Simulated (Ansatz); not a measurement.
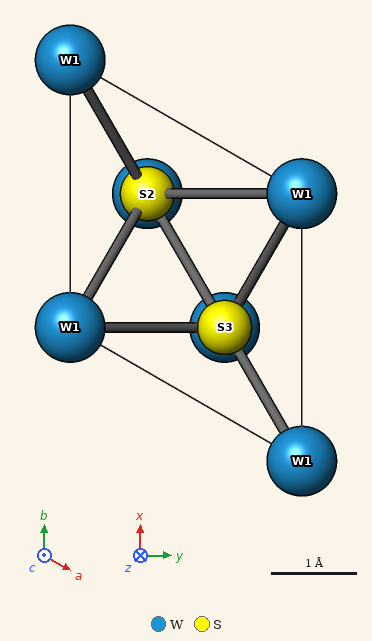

Energy scan for a crystal of WS$_{2}$ (R3m), in which the cell is strained in shear in the xy plane, with the atoms kept at their fractional coordinates. x, y and z are the Cartesian axes of the input. The picture shows the reference cell. A ball-and-stick model of the conventional cell (3 times the calculation's cell), seen along the c axis. Lengths and directions refer to the drawn axes.

Method: DFT PBEsol, scalar-relativistic, plane waves, PAW in Ansatz 0.2.0. Set-up: plane-wave cutoff 420 eV; k-point mesh 12 × 12 × 12; occupations gaussian; smearing width 0.05 eV; no spin polarisation. Energies (free energies at the smearing named) are counted from the cell as listed in its source, which wasn't relaxed.

Input file:
```yaml
crystal:
  lattice:
    - [1.5790003843, 0.9116362969, 6.16333]
    - [-1.5790003843, 0.9116362969, 6.16333]
    - [0.0, -1.8232725938, 6.16333]
  atoms:
    - { symbol: W, position: [0.0, 0.0, 0.0] }
    - { symbol: S, position: [0.7503, 0.7503, 0.7503] }
    - { symbol: S, position: [0.581, 0.581, 0.581] }
basis:
  ecutwfc: 420
kpoints:
  mp_grid: { grid: [12, 12, 12] }
hamiltonian:
  xc: pbesol
scf:
  occupations: { method: gaussian, width: 0.05 }
output:
  forces: true
  stress: true
  eigenvalues: true
```

Command:
```bash
ansatz run input.yaml --threads 1 --pin off --max-ram 2560MiB --backend cpu --events-out ev --progress --plain --runs-dir out
```

> Predict the energy profile (the strain: −0.0200, −0.0150, −0.0100, −0.0050, 0.0000, 0.0025, 0.0050, 0.0075, 0.0100, 0.0125, 0.0150, 0.0175, 0.0200).

```
engineering shear strain  ΔE (meV/atom)
                 −0.0200           2.28
                 −0.0150           1.28
                 −0.0100           0.57
                 −0.0050           0.14
                  0.0000           0.00
                  0.0025           0.04
                  0.0050           0.14
                  0.0075           0.32
                  0.0100           0.57
                  0.0125           0.89
                  0.0150           1.28
                  0.0175           1.75
                  0.0200           2.28
```

Points that are alike by symmetry were computed once.

Of the computed points the lowest is at the strain 0.00, 0.00 meV/atom. The unrelaxed reference is under a pressure of −0.6 GPa. The distortion takes the space group from R3m to P1. At the strain −0.02 the cell of the drawing goes a 3.158 → 3.185 Å, γ 120.0° → 120.9°.
